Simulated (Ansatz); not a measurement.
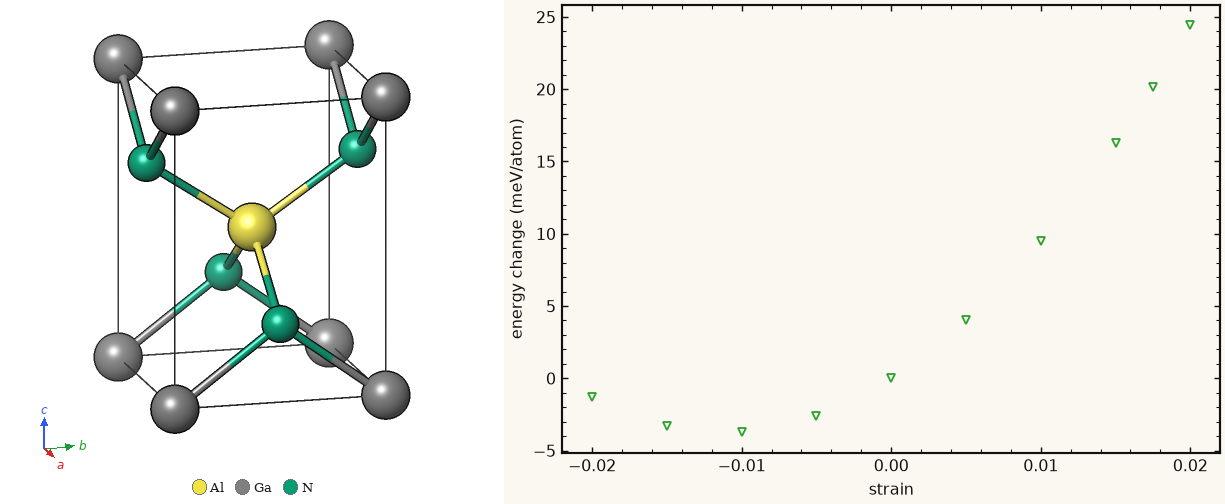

The plot gives the computed energy change against strain for AlGaN₂, space group P-4m2 (No. 115). The cell is drawn beside the plot.

The given structure:
```yaml
crystal:
  lattice:
    - [3.14088, 0.00000, 0.00000]
    - [0.00000, 3.14088, 0.00000]
    - [0.00000, 0.00000, 4.42384]
  atoms:
    - { symbol: Al, position: [0.50000, 0.50000, 0.50000] }
    - { symbol: Ga, position: [0.00000, 0.00000, 0.00000] }
    - { symbol: N, position: [0.50000, 0.00000, 0.73826] }
    - { symbol: N, position: [0.00000, 0.50000, 0.26174] }
```

Method: homogeneous strain of a crystal along one Voigt pattern with engineering shear, fractional coordinates fixed, by plane-wave density functional theory with PAW datasets, free energies less that of the undisturbed cell, pressure positive in compression; scalar-relativistic (Ansatz 0.2.0). Level: LDA, no spin polarisation.

- wave cutoff: 420 eV
- k mesh: 8×8×6
- occupations: Gaussian
- smearing width: 0.05 eV
- k shift: (0, 0, 0) (mesh steps)
- start: as given
- strain pattern: (1, 1, 0, 0, 0, 0) (xx yy zz yz xz xy with engineering shear)

From this curve and the settings, what does the calculation give for the tensile stress summed over the strain pattern, pressure and gap on the k mesh at the same points?

The tensile stress summed over the strain pattern rises from −8.5 GPa at strain −0.0200 to 25.2 GPa at 0.0200, and changes sign near −0.0111. The pressure falls from 3.2 GPa at strain −0.0200 to −11.8 GPa at 0.0200, and changes sign near −0.0126. The gap on the k mesh stays open and runs from 3.127 eV at strain −0.0200 to 2.591 eV at 0.0200.

```csv
strain,tensile stress summed over the strain pattern (GPa),pressure (GPa),gap on the k mesh (eV)
-0.0200,-8.5,3.2,3.127
-0.0150,-3.6,1.0,3.059
-0.0100,1.1,-1.1,2.992
-0.0050,5.5,-3.1,2.924
0.0000,9.8,-5.0,2.856
0.0050,13.9,-6.8,2.789
0.0100,17.8,-8.5,2.723
0.0150,21.6,-10.2,2.657
0.0175,23.4,-11.0,2.624
0.0200,25.2,-11.8,2.591
```

Limits of the calculation: reference crystal is not relaxed.
